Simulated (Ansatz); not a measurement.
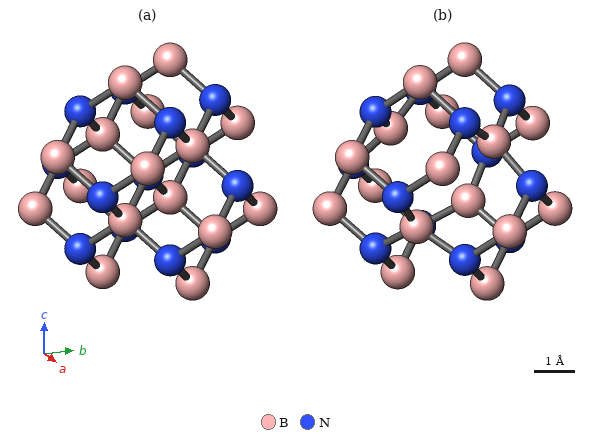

Left: perfect BN. Right: the same region with one point defect, after relaxing the atoms in a supercell of 64 sites. The picture is a ball-and-stick view of the atoms within 3.3 Å of one point, seen slightly off an axis.

All numbers below come from Ansatz 0.2.0, DFT, PBEsol, PAW, plane waves. (plane-wave cutoff 420 eV; k-point mesh 1 × 1 × 1; mesh shifted by (0.25, 0.25, 0.25); collinear spin) Fermi-Dirac smearing of 0.01 eV. A uniform background neutralises the charged cell. The axes drawn are those of the host's conventional cell.

**Which defect is it?**

A nitrogen atom is taken out (a vacancy).

The charge state of the cell is +2.

**How does the lattice respond?**

Around the empty N site the host had 4 B at 1.56 Å; after relaxation the nearest atoms are 4 B at 1.78 to 1.80 Å. Of the host's atoms, a boron atom moves furthest from its site, by 0.24 Å. The cell's net moment is 1.00 μB.

Limits of the set-up: the periodic images lie only 7.2 Å apart, so the values are limited by the cell's size; the cell is charged, on a uniform background, and energies carry no finite-size correction.
